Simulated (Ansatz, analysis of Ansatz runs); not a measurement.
## Reproducing a measured local vibrational mode: U centre (hydride ion on a halide site) in NaI

How near does this set-up come to the measured local vibrational mode? Subject: U centre (hydride ion on a halide site) in NaI. Set-up: LDA, 64-site cell, LDA lattice, 420 eV, k: the single point 1/4 1/4 1/4. The model is a cell of 64 host atoms with 1 I taken out and 1 H put in. The frequencies come from force constants among the defect atom and its neighbours, with the masses of the isotopes named. A local or semilocal functional is the cheapest first rung.

What was measured. Threefold local mode of H-: 426.8 cm⁻¹, by infrared absorption (4.2-77 K) (quoted in “Electronic Absorption and Internal and External Vibrational Data of Atomic and Molecular Ions Doped in Alkali Halide Crystals (NSRDS-NBS 52)”, 1974, S. C. Jain, A. V. R. Warrier, S. K. Agarwal, quoting earlier work (1969)). Threefold local mode of D-: 318.5 cm⁻¹, by infrared absorption (4.2-77 K) (quoted in “Electronic Absorption and Internal and External Vibrational Data of Atomic and Molecular Ions Doped in Alkali Halide Crystals (NSRDS-NBS 52)”, 1974, S. C. Jain, A. V. R. Warrier, S. K. Agarwal, quoting earlier work (1969)).

Method: plane-wave PAW DFT, LDA; relaxation of all atoms of a defect supercell, in Ansatz 0.2.0.

## Step 1: The starting structure

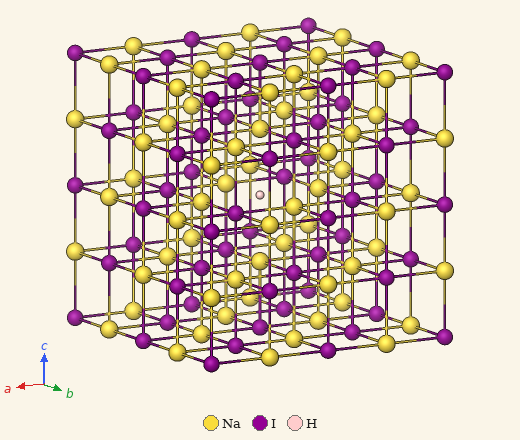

The cell as given, from a free direction (sodium yellow, iodine purple, hydrogen pink). Some periodic images of atoms are drawn too.

The cell holds 64 atoms: 32 Na, 31 I and 1 H. Cell: a = 12.524 Å, b = 12.524 Å, c = 12.524 Å, α = 90.0°, β = 90.0°, γ = 90.0°. It derives from NaI (space group Fm-3m). Nearest the centre at fractional (0.250, 0.500, 0.500): H31 at 0.00 Å, Na28 at 3.13 Å, Na12 at 3.13 Å, Na19 at 3.13 Å, Na25 at 3.13 Å, Na57 at 3.13 Å, Na27 at 3.13 Å, I14 at 4.43 Å.

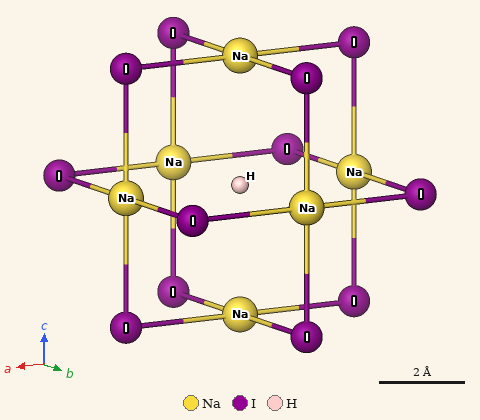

The atoms within 5 Å of the centre.

The host's primitive cell comes from a first run (plane-wave PAW DFT, LDA; relaxation of the host's cell and atoms): vectors of 4.428, 4.428 and 4.428 Å. That is 30.70 Å³ an atom, 9.4 % under the diffraction cell's volume. The supercell is built on it.

## Step 2: Relaxation, charge 0

Every later number rests on the structure around the defect, so the atoms are relaxed at the host's lattice first.

Input file relax/input.yaml:

```yaml
relax:
  f_tol: 0.01
  max_steps: 80
  escape_saddle: false
crystal:
  lattice:
    - [12.52439608, 0.0, 0.0]
    - [0.0, 12.52439608, 0.0]
    - [0.0, 0.0, 12.52439608]
  atoms:
    - { symbol: Na, position: [0.0, 0.0, 0.0] }
    - { symbol: Na, position: [0.0, 0.25, 0.25] }
    - { symbol: Na, position: [0.25, 0.0, 0.25] }
    - { symbol: Na, position: [0.25, 0.25, 0.0] }
    - { symbol: I, position: [0.0, 0.0, 0.25] }
    - { symbol: I, position: [0.0, 0.25, 0.0] }
    - { symbol: I, position: [0.25, 0.0, 0.0] }
    - { symbol: I, position: [0.25, 0.25, 0.25] }
    - { symbol: Na, position: [0.0, 0.0, 0.5] }
    - { symbol: Na, position: [0.0, 0.25, 0.75] }
    - { symbol: Na, position: [0.25, 0.0, 0.75] }
    - { symbol: Na, position: [0.25, 0.25, 0.5] }
    - { symbol: I, position: [0.0, 0.0, 0.75] }
    - { symbol: I, position: [0.0, 0.25, 0.5] }
    - { symbol: I, position: [0.25, 0.0, 0.5] }
    - { symbol: I, position: [0.25, 0.25, 0.75] }
    - { symbol: Na, position: [0.0, 0.5, 0.0] }
    - { symbol: Na, position: [0.0, 0.75, 0.25] }
    - { symbol: Na, position: [0.25, 0.5, 0.25] }
    - { symbol: Na, position: [0.25, 0.75, 0.0] }
    - { symbol: I, position: [0.0, 0.5, 0.25] }
    - { symbol: I, position: [0.0, 0.75, 0.0] }
    - { symbol: I, position: [0.25, 0.5, 0.0] }
    - { symbol: I, position: [0.25, 0.75, 0.25] }
    - { symbol: Na, position: [0.0, 0.5, 0.5] }
    - { symbol: Na, position: [0.0, 0.75, 0.75] }
    - { symbol: Na, position: [0.25, 0.5, 0.75] }
    - { symbol: Na, position: [0.25, 0.75, 0.5] }
    - { symbol: I, position: [0.0, 0.5, 0.75] }
    - { symbol: I, position: [0.0, 0.75, 0.5] }
    - { symbol: H, position: [0.25, 0.5, 0.5] }
    - { symbol: I, position: [0.25, 0.75, 0.75] }
    - { symbol: Na, position: [0.5, 0.0, 0.0] }
    - { symbol: Na, position: [0.5, 0.25, 0.25] }
    - { symbol: Na, position: [0.75, 0.0, 0.25] }
    - { symbol: Na, position: [0.75, 0.25, 0.0] }
    - { symbol: I, position: [0.5, 0.0, 0.25] }
    - { symbol: I, position: [0.5, 0.25, 0.0] }
    - { symbol: I, position: [0.75, 0.0, 0.0] }
    - { symbol: I, position: [0.75, 0.25, 0.25] }
    - { symbol: Na, position: [0.5, 0.0, 0.5] }
    - { symbol: Na, position: [0.5, 0.25, 0.75] }
    - { symbol: Na, position: [0.75, 0.0, 0.75] }
    - { symbol: Na, position: [0.75, 0.25, 0.5] }
    - { symbol: I, position: [0.5, 0.0, 0.75] }
    - { symbol: I, position: [0.5, 0.25, 0.5] }
    - { symbol: I, position: [0.75, 0.0, 0.5] }
    - { symbol: I, position: [0.75, 0.25, 0.75] }
    - { symbol: Na, position: [0.5, 0.5, 0.0] }
    - { symbol: Na, position: [0.5, 0.75, 0.25] }
    - { symbol: Na, position: [0.75, 0.5, 0.25] }
    - { symbol: Na, position: [0.75, 0.75, 0.0] }
    - { symbol: I, position: [0.5, 0.5, 0.25] }
    - { symbol: I, position: [0.5, 0.75, 0.0] }
    - { symbol: I, position: [0.75, 0.5, 0.0] }
    - { symbol: I, position: [0.75, 0.75, 0.25] }
    - { symbol: Na, position: [0.5, 0.5, 0.5] }
    - { symbol: Na, position: [0.5, 0.75, 0.75] }
    - { symbol: Na, position: [0.75, 0.5, 0.75] }
    - { symbol: Na, position: [0.75, 0.75, 0.5] }
    - { symbol: I, position: [0.5, 0.5, 0.75] }
    - { symbol: I, position: [0.5, 0.75, 0.5] }
    - { symbol: I, position: [0.75, 0.5, 0.5] }
    - { symbol: I, position: [0.75, 0.75, 0.75] }
basis:
  ecutwfc: 420
  xc_grid: 2
hamiltonian:
  xc: lda
kpoints:
  mp_grid: { grid: [1, 1, 1], shift: [0.25, 0.25, 0.25] }
scf:
  occupations: { method: fermi_dirac, width: 0.01 }
  max_iter: 120
output:
  forces: true
checkpoint:
  write: "../relax.run"
  compress: false
  write_wavefunctions: true
  write_every: 100000
```

Command:

```console
$ ansatz run input.yaml --threads 4 --pin off --max-ram 7536MiB --backend cpu --events-out ev --progress --plain --runs-dir out
```

Numbers of over 12 decimals in the logs are rounded to 6 here.

The log of the run:

```text
[... repeated set-up lines and file paths are left out, and long positions are rounded to six places ...]
Engine: ansatz 0.2.0, aarch64-unknown-linux-gnu
Pseudopotentials: kind: paw
Pseudopotential: Na, paw, valence charge 9, recommended cutoff 420 eV (normal), Na.paw.azcp
Pseudopotential: I, paw, valence charge 17, recommended cutoff 420 eV (normal), I.paw.azcp
Pseudopotential: H, paw, valence charge 1, recommended cutoff 420 eV (normal), H.paw.azcp
Functional definition: SPW92
  exchange = slater_x
  correlation = pw_c
Crystal: 64 atoms, lattice volume = 1964.583 Å³
Basis set: ecut = 420 eV, 38497 PW (Γ), exchange–correlation on 180×180×180 points (8 copies of the dense FFT grid, shifted against one another)
Bands: 490, of which v1, the nominal top of the filled ones, is band 408 counted from 1 (407 counted from 0)
Symmetry: 12 space group operations
k-points: 1
Non-local potential: Na, projectors of the file, l = 0: 3, l = 1: 2, l = 2: 1
Non-local potential: I, projectors of the file, l = 0: 2, l = 1: 2, l = 2: 2, l = 3: 2
Non-local potential: H, projectors of the file, l = 0: 2, l = 1: 1
PAW form: soft (Blöchl's): semilocal exchange-correlation on the pseudo side does not see the compensation charge
PAW frozen core: Na, regenerated for the run's functional, and the local potential with it (the file was generated under x = pbe(κ = 0.804, μ = 0.219515), c = pbe(β = 0.066725))
PAW frozen core: I, regenerated for the run's functional, and the local potential with it (the file was generated under x = pbe(κ = 0.804, μ = 0.219515), c = pbe(β = 0.066725))
PAW one-centre angular grid: Na, 110 points (default); XC on 64 Gauss nodes
PAW one-centre angular grid: I, 590 points (default); XC on 64 Gauss nodes
PAW one-centre angular grid: H, 110 points (default); XC on 64 Gauss nodes
Initial density: superposition of atomic densities (neutral atoms: chi_scale 0, normalization atom), corrected by the library's trained network
Initial wavefunctions: pseudopotential atomic-orbital guess
Functional: x = slater, c = lda
SCF iter   1: F=—  HF=-275057.174967 eV  |F-HF|=—  |Δ(HF+E_count)|=         —  Δρ=6.09e-3  dr2=3.59e-1  ethr=1.77e-3  ⟨swp⟩=7.0  Hψ=1849  notcnv=0  defer=44
preconditioner: auto → Resta (q_TF=auto, 2.357 Å⁻¹)  ε∞=2.8  [insulator: Δε(μ)=2.947 eV  Ē_g=9.957 eV  σ=0.010 eV  W_gap=1.00  n_scr=460 (ndim 8)  ℏωp=13.2 eV  f_vac=0.054  D(μ)=0.00/eV (n_scr^D=0)  ε∞_Penn≈2.8]
SCF iter   2: F=—  HF=-275057.008888 eV  |F-HF|=—  |Δ(HF+E_count)|=   1.66e-1  Δρ=2.21e-3  dr2=5.85e-2  ethr=4.40e-5  ⟨swp⟩=3.0  Hψ=984  notcnv=0  defer=74
SCF iter   3: F=—  HF=-275057.000148 eV  |F-HF|=—  |Δ(HF+E_count)|=   8.74e-3  Δρ=7.09e-4  dr2=8.16e-3  ethr=7.17e-6  ⟨swp⟩=3.0  Hψ=832  notcnv=0  defer=74
SCF iter   4: F=—  HF=-275056.999998 eV  |F-HF|=—  |Δ(HF+E_count)|=   1.50e-4  Δρ=8.79e-5  dr2=2.11e-4  ethr=1.00e-6  ⟨swp⟩=2.0  Hψ=424  notcnv=0  defer=74
SCF iter   5: F=—  HF=-275056.999823 eV  |F-HF|=—  |Δ(HF+E_count)|=   1.75e-4  Δρ=3.02e-5  dr2=1.83e-5  ethr=2.58e-8  ⟨swp⟩=2.0  Hψ=711  notcnv=0  defer=74
SCF iter   6: F=-275056.999826 eV  HF=-275056.999826 eV  |F-HF|=2.55e-7  |Δ(HF+E_count)|=   2.46e-6  Δρ=6.46e-6  dr2=1.25e-6  ethr=3.06e-10  ⟨swp⟩=4.0  Hψ=1519  notcnv=0
SCF 1 converged in 6 iterations: F = -275056.999826 eV  dr2 = 1.25e-6
  greatest PAW one-centre occupation: 1.000 electrons in one spin orbital (limit 2), on the I atom at site 36 (counted from 0), in its partial waves of l = 2
relax step   1: F+E_penalty+E_count = -275056.99982554 eV  Δ(F+E_penalty+E_count) = +0.000e0 eV  max|allowed force component| = 2.730e-1 eV/Å  Δτ_max = 0.0000 Å  (6 SCF iters, dr2 threshold 2.50e-6 eV, accepted)
[... the SCF cycles and remarks between the steps are left out from here to the last step ...]
relax step   2: F+E_penalty+E_count = -275057.15313629 eV  Δ(F+E_penalty+E_count) = -1.533e-1 eV  max|allowed force component| = 1.429e-1 eV/Å  Δτ_max = 0.1222 Å  (6 SCF iters, dr2 threshold 4.66e-6 eV, accepted)
relax step   3: F+E_penalty+E_count = -275057.23065802 eV  Δ(F+E_penalty+E_count) = -7.752e-2 eV  max|allowed force component| = 4.426e-2 eV/Å  Δτ_max = 0.1670 Å  (6 SCF iters, dr2 threshold 1.28e-6 eV, accepted)
relax step   4: F+E_penalty+E_count = -275057.23548116 eV  Δ(F+E_penalty+E_count) = -4.823e-3 eV  max|allowed force component| = 2.489e-2 eV/Å  Δτ_max = 0.0223 Å  (6 SCF iters, dr2 threshold 1.88e-7 eV, accepted)
SCF iter   1: F=—  HF=-275057.238490 eV  |F-HF|=—  |Δ(HF+E_count)|=         —  Δρ=5.53e-4  dr2=3.58e-3  ethr=4.14e-6  ⟨swp⟩=6.0  Hψ=1403  notcnv=0  defer=74
SCF iter   2: F=—  HF=-275057.237150 eV  |F-HF|=—  |Δ(HF+E_count)|=   1.34e-3  Δρ=2.86e-4  dr2=1.04e-3  ethr=4.39e-7  ⟨swp⟩=2.0  Hψ=624  notcnv=0  defer=74
SCF iter   3: F=—  HF=-275057.236657 eV  |F-HF|=—  |Δ(HF+E_count)|=   4.93e-4  Δρ=1.86e-5  dr2=5.82e-6  ethr=1.28e-7  ⟨swp⟩=2.0  Hψ=810  notcnv=0  defer=74
SCF iter   4: F=—  HF=-275057.237101 eV  |F-HF|=—  |Δ(HF+E_count)|=   4.44e-4  Δρ=6.51e-6  dr2=1.01e-6  ethr=7.13e-10  ⟨swp⟩=2.0  Hψ=792  notcnv=0  defer=74
SCF iter   5: F=-275057.237101 eV  HF=-275057.237101 eV  |F-HF|=5.82e-10  |Δ(HF+E_count)|=   3.66e-8  Δρ=1.03e-6  dr2=3.13e-8  ethr=1.23e-11  ⟨swp⟩=3.0  Hψ=1903  notcnv=0
SCF 5 converged in 5 iterations: F = -275057.237101 eV  dr2 = 3.13e-8
relax step   5: F+E_penalty+E_count = -275057.23710093 eV  Δ(F+E_penalty+E_count) = -1.620e-3 eV  max|allowed force component| = 1.701e-3 eV/Å  Δτ_max = 0.0095 Å  (5 SCF iters, accepted)
NSCF: frozen V_eff on 1 k-points
the band table was solved once a step of the walk had ended and its energy, with any forces and stress, was formed, with the checks that follow a solve (1903 applications of the Hamiltonian). They found nothing against the state; [...]
SCF converged after 5 iterations
Free energy (F): -275057.237101 eV
Harris-Foulkes:  -275057.237101 eV  (|F-HF|=5.82e-10)
Internal energy: -275057.237101 eV  (E = F + TS)
E sigma→0 (E₀):  -275057.237101 eV
Fermi energy:    5.721210 eV
--- Per-component energies (eV) ---
  E_band       = -18866.267188
  E_kinetic    = 9782.308484
  E_local      = -102673.053977  (includes V_loc(G=0)·N_el)
  E_nonlocal   = 1095.450492
  E_hartree    = 46441.245176
  E_xc         = -5190.357088
  E_vxc        = -5608.193611  (∫ρ·V_xc dr)
  E_paw        = -152312.675274  (= ΣΔE_a)
  E_vpaw       = -14345.265874  (= ΣTr[D̂ρ^β])
  E_aug_tail   = 0.000280  (compensation charges beyond the density's cutoff)
  E_ewald      = -72228.881340
  E_core_change = 28.726147  (= ΣΔE_core)
  E_smearing   = -0.000000  (= −TS)
  E_closure    = 0.000000  (closes the sum)
  Σ components = -275057.237101   (vs F -275057.237101, Δ=0.00e0)
--- Forces (eV/Å), atoms counted from 1 ---
  atom   1  Na    -0.00170084    -0.00000215    -0.00000215
  atom   2  Na     0.00060253     0.00060253     0.00060253
  [... 9 atoms left out ...]
  atom  12  Na     0.00010855    -0.00116899     0.00010855
  [... 1 atom left out ...]
  atom  14  I     -0.00004061    -0.00004061    -0.00016469
  [... 4 atoms left out ...]
  atom  19  Na     0.00010855     0.00010855    -0.00116899
  [... 1 atom left out ...]
  atom  21  I     -0.00004061    -0.00016469    -0.00004061
  [... 3 atoms left out ...]
  atom  25  Na    -0.00116899     0.00010855     0.00010855
  [... 1 atom left out ...]
  atom  27  Na    -0.00010855    -0.00010855     0.00116899
  atom  28  Na    -0.00010855     0.00116899    -0.00010855
  [... 2 atoms left out ...]
  atom  31  H     -0.00000000     0.00000000     0.00000000
  [... 21 atoms left out ...]
  atom  53  I     -0.00014534    -0.00000000     0.00014534
  [... 3 atoms left out ...]
  atom  57  Na     0.00116899    -0.00010855    -0.00010855
  [... 7 atoms left out ...]
  max |Σ_I F_I| component: 1.03e-18 eV/Å
--- Band table (eV) ---
  k-point 0: bands = ["-46.3820", "-46.3818", "-46.3818", "-46.3818", [... 482 left out ...] "11.2586", "11.2586", "11.2926", "11.3379"]
--- Relaxed structure (5 steps of the walk, 5 accepted, 0 SCFs on fresh bases) ---
  F+E_penalty+E_count = -275057.23710093 eV   max|allowed force component| = 1.701e-3 eV/Å
  atoms:
    - { symbol: Na, position: [0.000250, -2.6514889584819545e-6, -2.651488958481736e-6] }
    - { symbol: Na, position: [-0.000207, 0.249793, 0.249793] }
    [... 9 atoms left out ...]
    - { symbol: Na, position: [0.250011, 0.273793, 0.500011] }
    [... 1 atom left out ...]
    - { symbol: I, position: [0.002390, 0.252390, 0.500003] }
    [... 4 atoms left out ...]
    - { symbol: Na, position: [0.250011, 0.500011, 0.273793] }
    [... 1 atom left out ...]
    - { symbol: I, position: [0.002390, 0.500003, 0.252390] }
    [... 3 atoms left out ...]
    - { symbol: Na, position: [0.023793, 0.500011, 0.500011] }
    [... 1 atom left out ...]
    - { symbol: Na, position: [0.249989, 0.499989, 0.726207] }
    - { symbol: Na, position: [0.249989, 0.726207, 0.499989] }
    [... 2 atoms left out ...]
    - { symbol: H, position: [0.250000, 0.500000, 0.500000] }
    [... 21 atoms left out ...]
    - { symbol: I, position: [0.497638, 0.500000, 0.252362] }
    [... 3 atoms left out ...]
    - { symbol: Na, position: [0.476207, 0.499989, 0.499989] }
    [... 7 atoms left out ...]
```

Wall time 96 s (4 threads of Arm Neoverse V2, shared host); peak memory 4.5 GiB.

(Part 1 of 2 ends here.)

[Logs are printed without paths, hosts, clocks, repeated set-up lines and the standing remarks that a program may print on its own settings, such as how far it seeks lower states.]

[Hosts, paths, dates, database ids (printed as entryN), source tags and the programs' standing remarks are cut or masked in the printed files.]

[For some hosts the program warned that the k-mesh of the response run may be too coarse for force constants and the static dielectric constant; such warnings are not shown here.]
